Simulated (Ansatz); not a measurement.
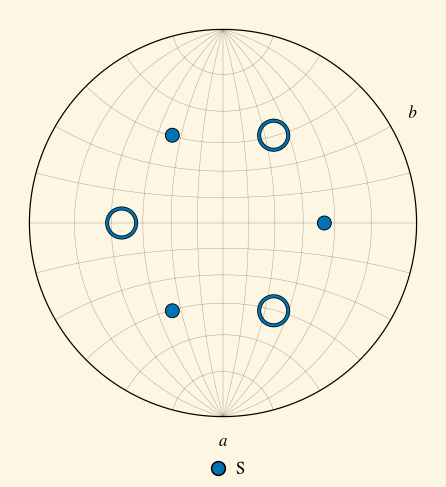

For RuS2, the geometry relaxed at fixed volume with DFT PBEsol, scalar-relativistic, plane waves, PAW (Ansatz); the starting structure was generated, so it need not be a known form of this composition: directions from one ruthenium atom at (0, 0, 0) to its bonded neighbours, in stereographic projection down c (filled: above the plane of the page or in it, open: below). All values are computed from the atomic coordinates in the standard setting (tolerance 0.002 Å).

Neighbours are counted up to 3.00 Å for S.

```yaml
crystal:
  lattice:
    - [3.33263, 0.00000, 0.00000]
    - [-1.66632, 2.88614, 0.00000]
    - [0.00000, 0.00000, 4.79990]
  atoms:
    - { symbol: Ru, position: [0.00000, 0.00000, 0.00000] }
    - { symbol: S, position: [0.33333, 0.66667, 0.27792] }
    - { symbol: S, position: [0.66667, 0.33333, 0.72208] }
```

How many neighbours are there, and at what angles?

6: 6 S at 2.34 Å. Angles between bonds: 89° (6×), 91° (6×), 180° (3×).

What is the site's symmetry in the crystal?

Point group -3m (D3d), order 12: one threefold axis, three twofold axes, three mirror planes, an inversion centre. In P-3m1 (No. 164) this is Wyckoff position 1a.
